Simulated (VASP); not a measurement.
MoS2 (space group R3m, No. 160): an entry of the Crystallography Open Database, as set up for an electronic-structure calculation.

```yaml
crystal:
  lattice:
    - [3.16000, 0.00000, 0.00000]
    - [-1.58000, 2.73664, 0.00000]
    - [0.00000, 0.00000, 18.45000]
  atoms:
    - { symbol: Mo, position: [0.00000, 0.00000, 0.00000] }
    - { symbol: S, position: [0.33333, 0.66667, 0.08367] }
    - { symbol: S, position: [0.00000, 0.00000, 0.25000] }
    - { symbol: Mo, position: [0.66667, 0.33333, 0.33333] }
    - { symbol: S, position: [0.00000, 0.00000, 0.41700] }
    - { symbol: S, position: [0.66667, 0.33333, 0.58333] }
    - { symbol: Mo, position: [0.33333, 0.66667, 0.66667] }
    - { symbol: S, position: [0.66667, 0.33333, 0.75033] }
    - { symbol: S, position: [0.33333, 0.66667, 0.91667] }
```

Bonds are taken as Mo–S below 2.7 Å. Simplification: prune 0- and 1-connected atoms, fold 2-connected ones into links.

What net does this leave?

The result is a binodal (3,6)-connected, two-periodic (layers) net: S is a 3-connected node; Mo is a 6-connected node, in the ratio 2:1. It is the net of the trigonal-prismatic layers of 2H-MoS2. The layers lie parallel to (001).

| node | links | point symbol | coordination sequence |
| --- | --- | --- | --- |
| S | 3 | 4³ | 3 13 9 24 15 36 |
| Mo | 6 | 4³·6¹² | 6 6 18 12 30 18 |

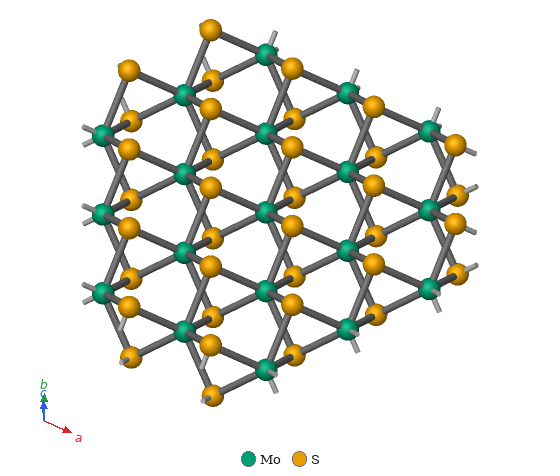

Nodes are coloured by topological kind. One layer is drawn. Short stubs are edges that leave the cut-out.
